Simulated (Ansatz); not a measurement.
# Al: geometry relaxation (part 1 of 2)

The run: geometry relaxation of Al (slab, 12 atoms in the cell). Method and program: DFT PBE, scalar-relativistic, plane waves, PAW, no spin polarisation (Ansatz 0.2.0).

The structure derives from an entry of the Crystallography Open Database. The input holds or restrains some coordinates. It belongs to a series of runs on one base structure; here: clean slab, lower planes held. Figures and captions count atoms from 1; the log counts them from 0 in places.

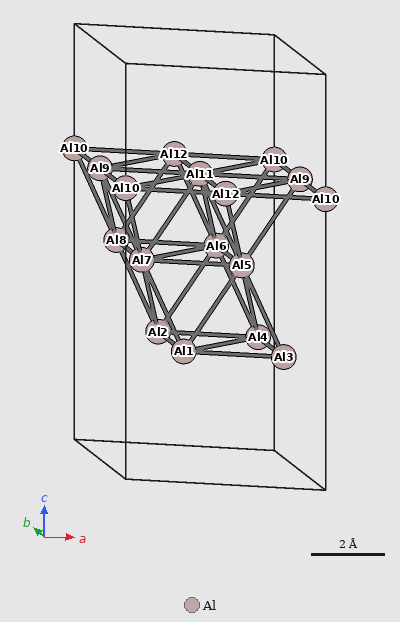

*The structure as given in the input (ball-and-stick view of the cell of the calculation, with the vacuum cut short, seen slightly off an axis; atoms are numbered from 1 in the order of the input).*

Near neighbours in the crystal (not all of them lie inside the picture): Al has 9 Al at 2.86 Å; Al has 12 Al at 2.86 Å.

Results in brief

| quantity | value |
| --- | --- |
| outcome | converged under the restraints of the input |
| electrons treated | 36 |
| free energy | −6447.4062 eV |
| work function, top face | 3.89 eV |
| work function, bottom face | 3.89 eV |
| Fermi energy | 0.185 eV |
| gap on the k-point mesh | none (metallic) |
| final volume | 584.40 Å³ |
| work function (upper face) | 3.89 eV |
| largest force (length of the vector) at the end, held atoms and coordinates included | 0.004 eV/Å |
| hardware | 2 threads of Arm Neoverse V1, 24 GiB of memory available, shared host |
| wall time | 10 s (CPU time 20 s) |
| peak memory | 0.6 GiB |

The input
```yaml
crystal:
  lattice:
    - [5.714302768, 0.0, 0.0]
    - [-2.857151384, 4.948731362, 0.0]
    - [0.0, 0.0, 20.6657086725]
  atoms:
    - { symbol: Al, position: [0.3333333333, 0.1666666667, 0.3871147187] }
    - { symbol: Al, position: [0.3333333333, 0.6666666667, 0.3871147187] }
    - { symbol: Al, position: [0.8333333333, 0.1666666667, 0.3871147187] }
    - { symbol: Al, position: [0.8333333333, 0.6666666667, 0.3871147187] }
    - { symbol: Al, position: [0.6666666667, 0.3333333333, 0.5] }
    - { symbol: Al, position: [0.6666666667, 0.8333333333, 0.5] }
    - { symbol: Al, position: [0.1666666667, 0.3333333333, 0.5] }
    - { symbol: Al, position: [0.1666666667, 0.8333333333, 0.5] }
    - { symbol: Al, position: [0.0, 0.5, 0.6128852813] }
    - { symbol: Al, position: [0.0, 0.0, 0.6128852813] }
    - { symbol: Al, position: [0.5, 0.5, 0.6128852813] }
    - { symbol: Al, position: [0.5, 0.0, 0.6128852813] }
basis:
  ecutwfc: 420
kpoints:
  mp_grid: { grid: [4, 4, 1] }
hamiltonian:
  xc: pbe
scf:
  occupations: { method: gaussian, width: 0.1 }
output:
  forces: true
  eigenvalues: true
  write_density: true
  write_potential: true
  elf: true
  volumetric_format: npy
relax:
  adjacent_minimum: "off"
  f_tol: 0.03
  max_steps: 70
  constraints: [{ sites: [0, 1, 2, 3] }]
efield:
  axis: 3
  dipole_correction: true
  ramp_width: 0.04
```

Command:
```bash
ansatz run input.yaml --threads 2 --pin off --max-ram 6144MiB --backend cpu --events-out ev --progress --plain --runs-dir out
```

Log
```
Engine: ansatz 0.2.0, aarch64-unknown-linux-gnu
Pseudopotentials: kind: paw
Pseudopotential: Al, paw, valence charge 3, recommended cutoff 420 eV (normal), Al.paw.azcp
Functional definition: PBE
  parameter kappa = 0.804
  parameter beta = 0.06672455060314922
  exchange = pbe_x(kappa = kappa, mu = beta*pi^2/3)
  correlation = pbe_c(beta = beta)
Crystal: 12 atoms, lattice volume = 584.396 Å³
Basis set: ecut = 420 eV, 11493 PW (Γ), exchange–correlation on 80×80×288 points (8 copies of the dense FFT grid, shifted against one another)
Bands: 30, of which v1, the nominal top of the filled ones, is band 18 counted from 1 (17 counted from 0)
Symmetry: 24 space group operations
k-points: 4 of 16 (time reversal used)
Non-local potential: Al, projectors of the file, l = 0: 2, l = 1: 2, l = 2: 1
PAW form: soft (Blöchl's): semilocal exchange-correlation on the pseudo side does not see the compensation charge
PAW one-centre angular grid: Al, 110 points (default); XC on 64 Gauss nodes
Initial density: superposition of atomic densities (neutral atoms: chi_scale 0, normalization atom), corrected by the library's trained network
Initial wavefunctions: pseudopotential atomic-orbital guess
Functional: x = pbe(κ = 0.804, μ = 0.2195149727645171), c = pbe(β = 0.06672455060314922)
SCF iter   1: F=—  HF=-6447.438031 eV  |F-HF|=—  |Δ(HF+E_count)|=         —  Δρ=2.24e-3  dr2=3.06e-1  ethr=1.77e-3  p=0.000 e·Å  D=1.12e-14 V/Å  ΔV_dip=-0.00 eV  dr2_dipole=6.39e-7  V_vac-E_F(+/−)=3.93/3.93 eV  ⟨swp⟩=11.8  Hψ=785  notcnv=0
efield: sawtooth ramp at fractional position 0.9800 (placed from the atoms, in the widest stretch of the axis that holds none; the zero of the levels goes with the place), width 0.0400; the density the first Hamiltonian is built on has a dipole p = 0.000 e·Å; the dipole correction subtracts the counter field D = 1.12e-14 V/Å, which shifts the + side's vacuum level by -0.00 eV against the − side's; the planar-averaged density in the ramp window peaks in size at 8.2e-6 e/Å³
preconditioner: auto → LDOS  [insulator: Δε(μ)=0.316 eV  Ē_g=6.137 eV  σ=0.100 eV  W_gap=0.67  n_scr=52 (ndim 8)  ℏωp=9.2 eV  f_vac=0.526  D(μ)=3.87/eV (n_scr^D=6)  ε∞_Penn≈3.3  β→1.0]
SCF iter   2: F=—  HF=-6447.417253 eV  |F-HF|=—  |Δ(HF+E_count)|=   2.08e-2  Δρ=2.02e-3  dr2=1.35e-1  ethr=8.51e-4  p=-0.000 e·Å  D=-8.18e-5 V/Å  ΔV_dip=0.00 eV  dr2_dipole=2.39e-6  V_vac-E_F(+/−)=3.88/3.88 eV  ⟨swp⟩=3.2  Hψ=253  notcnv=0  defer=17
SCF iter   3: F=—  HF=-6447.395576 eV  |F-HF|=—  |Δ(HF+E_count)|=   2.17e-2  Δρ=3.30e-4  dr2=4.99e-3  ethr=3.76e-4  p=-0.000 e·Å  D=-3.35e-6 V/Å  ΔV_dip=0.00 eV  dr2_dipole=9.00e-7  V_vac-E_F(+/−)=3.90/3.90 eV  ⟨swp⟩=2.0  Hψ=143  notcnv=0  defer=17
SCF iter   4: F=—  HF=-6447.395331 eV  |F-HF|=—  |Δ(HF+E_count)|=   2.45e-4  Δρ=8.66e-5  dr2=9.31e-5  ethr=1.39e-5  p=-0.000 e·Å  D=-3.79e-7 V/Å  ΔV_dip=0.00 eV  dr2_dipole=5.47e-6  V_vac-E_F(+/−)=3.86/3.86 eV  ⟨swp⟩=2.0  Hψ=190  notcnv=0  defer=11
SCF iter   5: F=—  HF=-6447.395336 eV  |F-HF|=—  |Δ(HF+E_count)|=   4.50e-6  Δρ=2.23e-5  dr2=2.86e-5  ethr=2.59e-7  p=0.000 e·Å  D=5.49e-6 V/Å  ΔV_dip=-0.00 eV  dr2_dipole=5.28e-6  V_vac-E_F(+/−)=3.86/3.86 eV  ⟨swp⟩=2.8  Hψ=179  notcnv=0  defer=11
SCF iter   6: F=-6447.395331 eV  HF=-6447.395338 eV  |F-HF|=7.85e-6  |Δ(HF+E_count)|=   2.42e-6  Δρ=1.29e-5  dr2=8.77e-6  ethr=6.25e-8  p=-0.000 e·Å  D=-2.50e-6 V/Å  ΔV_dip=0.00 eV  dr2_dipole=1.22e-6  V_vac-E_F(+/−)=3.86/3.86 eV  ⟨swp⟩=25.5  Hψ=1275  notcnv=0
SCF 1 converged in 6 iterations: F = -6447.395331 eV  dr2 = 8.77e-6
  greatest PAW one-centre occupation: 0.465 electrons in one spin orbital (limit 2), on the Al atom at site 11 (counted from 0), in its partial waves of l = 0
relax step   1: F+E_penalty+E_count = -6447.39533052 eV  Δ(F+E_penalty+E_count) = +0.000e0 eV  max|allowed force component| = 1.109e-1 eV/Å  Δτ_max = 0.0000 Å  (6 SCF iters, dr2 threshold 2.25e-5 eV, accepted)
Initial density: handed on by an earlier stage of this run
Initial wavefunctions: those handed on with the density
iter 1 solved again at ethr=3.26e-4 eV; its pass at ethr=3.10e-3 eV (dr2=1.17e-1 eV) is discarded
SCF iter   1: F=—  HF=-6447.401610 eV  |F-HF|=—  |Δ(HF+E_count)|=         —  Δρ=1.58e-3  dr2=1.12e-1  ethr=3.26e-4  p=-0.000 e·Å  D=-2.51e-6 V/Å  ΔV_dip=0.00 eV  dr2_dipole=3.23e-2  V_vac-E_F(+/−)=3.88/3.88 eV  ⟨swp⟩=1.2  Hψ=528  notcnv=0  defer=14
efield: sawtooth ramp at fractional position 0.9800 (handed on by an earlier solve), width 0.0400; the density the first Hamiltonian is built on has a dipole p = -0.000 e·Å; the dipole correction subtracts the counter field D = -2.51e-6 V/Å, which shifts the + side's vacuum level by +0.00 eV against the − side's; the planar-averaged density in the ramp window peaks in size at 2.1e-7 e/Å³
preconditioner: auto → LDOS  [insulator: Δε(μ)=0.211 eV  Ē_g=6.183 eV  σ=0.100 eV  W_gap=0.66  n_scr=52 (ndim 8)  ℏωp=9.2 eV  f_vac=0.539  D(μ)=3.97/eV (n_scr^D=6)  ε∞_Penn≈3.2  β→1.0]
SCF iter   2: F=—  HF=-6447.394239 eV  |F-HF|=—  |Δ(HF+E_count)|=   7.37e-3  Δρ=5.90e-4  dr2=1.49e-2  ethr=3.10e-4  p=0.005 e·Å  D=1.61e-3 V/Å  ΔV_dip=-0.03 eV  dr2_dipole=2.26e-3  V_vac-E_F(+/−)=3.87/3.91 eV  ⟨swp⟩=2.5  Hψ=165  notcnv=0  defer=14
SCF iter   3: F=—  HF=-6447.393209 eV  |F-HF|=—  |Δ(HF+E_count)|=   1.03e-3  Δρ=2.36e-4  dr2=3.33e-3  ethr=4.13e-5  p=0.001 e·Å  D=2.30e-4 V/Å  ΔV_dip=-0.00 eV  dr2_dipole=6.52e-5  V_vac-E_F(+/−)=3.91/3.92 eV  ⟨swp⟩=2.0  Hψ=147  notcnv=0  defer=14
SCF iter   4: F=—  HF=-6447.392817 eV  |F-HF|=—  |Δ(HF+E_count)|=   3.92e-4  Δρ=6.03e-5  dr2=1.61e-4  ethr=9.26e-6  p=0.000 e·Å  D=2.98e-5 V/Å  ΔV_dip=-0.00 eV  dr2_dipole=1.77e-5  V_vac-E_F(+/−)=3.91/3.91 eV  ⟨swp⟩=2.5  Hψ=135  notcnv=0  defer=14
SCF iter   5: F=—  HF=-6447.392829 eV  |F-HF|=—  |Δ(HF+E_count)|=   1.16e-5  Δρ=9.78e-6  dr2=6.26e-7  ethr=4.46e-7  p=-0.000 e·Å  D=-1.67e-5 V/Å  ΔV_dip=0.00 eV  dr2_dipole=1.55e-8  V_vac-E_F(+/−)=3.91/3.91 eV  ⟨swp⟩=2.2  Hψ=159  notcnv=0  defer=14
SCF iter   6: F=—  HF=-6447.392699 eV  |F-HF|=—  |Δ(HF+E_count)|=   1.29e-4  Δρ=2.89e-6  dr2=9.01e-8  ethr=2.78e-10  p=-0.000 e·Å  D=-5.78e-5 V/Å  ΔV_dip=0.00 eV  dr2_dipole=2.67e-10  V_vac-E_F(+/−)=3.91/3.91 eV  ⟨swp⟩=21.5  Hψ=1195  notcnv=0
SCF iter   7: F=-6447.392699 eV  HF=-6447.392699 eV  |F-HF|=5.57e-8  |Δ(HF+E_count)|=   1.23e-7  Δρ=1.24e-6  dr2=8.31e-8  ethr=2.50e-10  p=-0.000 e·Å  D=-5.58e-5 V/Å  ΔV_dip=0.00 eV  dr2_dipole=1.13e-8  V_vac-E_F(+/−)=3.91/3.91 eV  ⟨swp⟩=10.0  Hψ=862  notcnv=0
SCF 2 converged in 7 iterations: F = -6447.392699 eV  dr2 = 8.31e-8
  greatest PAW one-centre occupation: 0.465 electrons in one spin orbital (limit 2), on the Al atom at site 3 (counted from 0), in its partial waves of l = 0
relax step   2: F+E_penalty+E_count = -6447.39269942 eV  Δ(F+E_penalty+E_count) = +2.631e-3 eV  max|allowed force component| = 1.320e-1 eV/Å  Δτ_max = 0.1018 Å  (7 SCF iters, rejected (line search))
SCF iter   1: F=—  HF=-6447.408697 eV  |F-HF|=—  |Δ(HF+E_count)|=         —  Δρ=8.14e-4  dr2=2.84e-2  ethr=8.15e-4  p=-0.000 e·Å  D=-5.58e-5 V/Å  ΔV_dip=0.00 eV  dr2_dipole=7.91e-3  V_vac-E_F(+/−)=3.91/3.90 eV  ⟨swp⟩=4.0  Hψ=326  notcnv=0  defer=17
efield: sawtooth ramp at fractional position 0.9800 (handed on by an earlier solve), width 0.0400; the density the first Hamiltonian is built on has a dipole p = -0.000 e·Å; the dipole correction subtracts the counter field D = -5.58e-5 V/Å, which shifts the + side's vacuum level by +0.00 eV against the − side's; the planar-averaged density in the ramp window peaks in size at 6.7e-8 e/Å³
preconditioner: auto → LDOS  [insulator: Δε(μ)=0.253 eV  Ē_g=6.138 eV  σ=0.100 eV  W_gap=0.67  n_scr=52 (ndim 8)  ℏωp=9.2 eV  f_vac=0.532  D(μ)=3.89/eV (n_scr^D=6)  ε∞_Penn≈3.3  β→1.0]
SCF iter   2: F=—  HF=-6447.406435 eV  |F-HF|=—  |Δ(HF+E_count)|=   2.26e-3  Δρ=3.02e-4  dr2=3.33e-3  ethr=7.90e-5  p=-0.002 e·Å  D=-5.38e-4 V/Å  ΔV_dip=0.01 eV  dr2_dipole=3.31e-4  V_vac-E_F(+/−)=3.90/3.89 eV  ⟨swp⟩=2.0  Hψ=201  notcnv=0  defer=17
SCF iter   3: F=—  HF=-6447.406169 eV  |F-HF|=—  |Δ(HF+E_count)|=   2.66e-4  Δρ=1.24e-4  dr2=1.06e-3  ethr=9.24e-6  p=-0.001 e·Å  D=-2.11e-4 V/Å  ΔV_dip=0.00 eV  dr2_dipole=1.38e-4  V_vac-E_F(+/−)=3.89/3.88 eV  ⟨swp⟩=2.0  Hψ=147  notcnv=0  defer=17
SCF iter   4: F=—  HF=-6447.406086 eV  |F-HF|=—  |Δ(HF+E_count)|=   8.33e-5  Δρ=4.13e-5  dr2=9.37e-5  ethr=2.94e-6  p=-0.000 e·Å  D=-8.70e-5 V/Å  ΔV_dip=0.00 eV  dr2_dipole=5.44e-6  V_vac-E_F(+/−)=3.89/3.89 eV  ⟨swp⟩=1.5  Hψ=112  notcnv=0  defer=17
SCF iter   5: F=—  HF=-6447.406184 eV  |F-HF|=—  |Δ(HF+E_count)|=   9.84e-5  Δρ=1.17e-5  dr2=7.12e-6  ethr=2.60e-7  p=-0.000 e·Å  D=-5.45e-5 V/Å  ΔV_dip=0.00 eV  dr2_dipole=1.68e-6  V_vac-E_F(+/−)=3.89/3.89 eV  ⟨swp⟩=2.2  Hψ=150  notcnv=0  defer=17
SCF iter   6: F=—  HF=-6447.406184 eV  |F-HF|=—  |Δ(HF+E_count)|=   1.96e-7  Δρ=3.47e-6  dr2=2.43e-7  ethr=1.98e-8  p=-0.000 e·Å  D=-3.90e-5 V/Å  ΔV_dip=0.00 eV  dr2_dipole=5.07e-8  V_vac-E_F(+/−)=3.89/3.89 eV  ⟨swp⟩=2.0  Hψ=155  notcnv=0  defer=17
SCF iter   7: F=-6447.406185 eV  HF=-6447.406185 eV  |F-HF|=1.57e-8  |Δ(HF+E_count)|=   1.99e-7  Δρ=8.52e-7  dr2=9.88e-9  ethr=2.78e-10  p=-0.000 e·Å  D=-3.37e-5 V/Å  ΔV_dip=0.00 eV  dr2_dipole=9.36e-10  V_vac-E_F(+/−)=3.89/3.89 eV  ⟨swp⟩=19.5  Hψ=1045  notcnv=0
SCF 3 converged in 7 iterations: F = -6447.406185 eV  dr2 = 9.88e-9
relax step   3: F+E_penalty+E_count = -6447.40618469 eV  Δ(F+E_penalty+E_count) = -1.085e-2 eV  max|allowed force component| = 4.220e-3 eV/Å  Δτ_max = 0.0496 Å  (7 SCF iters, accepted)
```

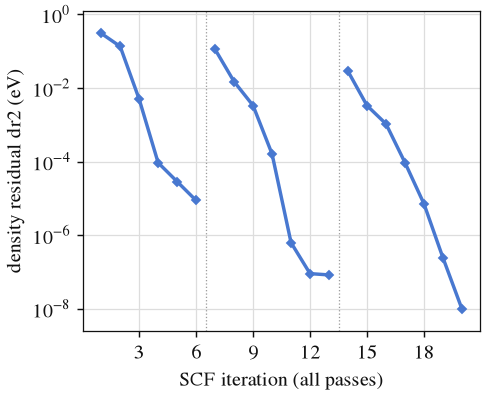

*Convergence of the self-consistent field: density residual dr2 against the SCF iteration. The dotted lines part the SCF passes of the relaxation: geometry steps, rejected trials and re-solves on a re-selected basis.*

The passes take 6, 7 and 7 iterations.

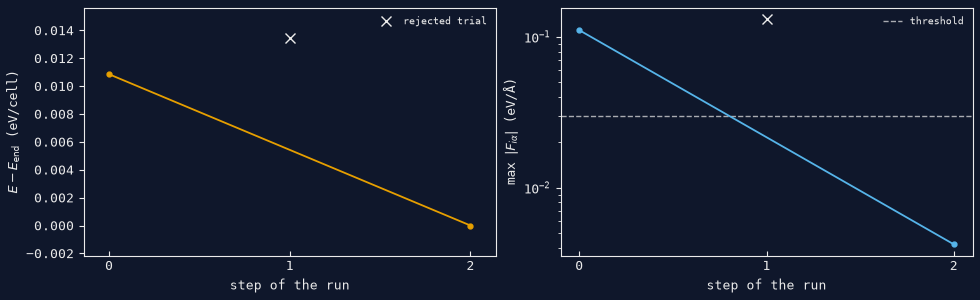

*Progress of the restrained relaxation, step by step (the first geometry is step 0 here and step 1 in the log).*
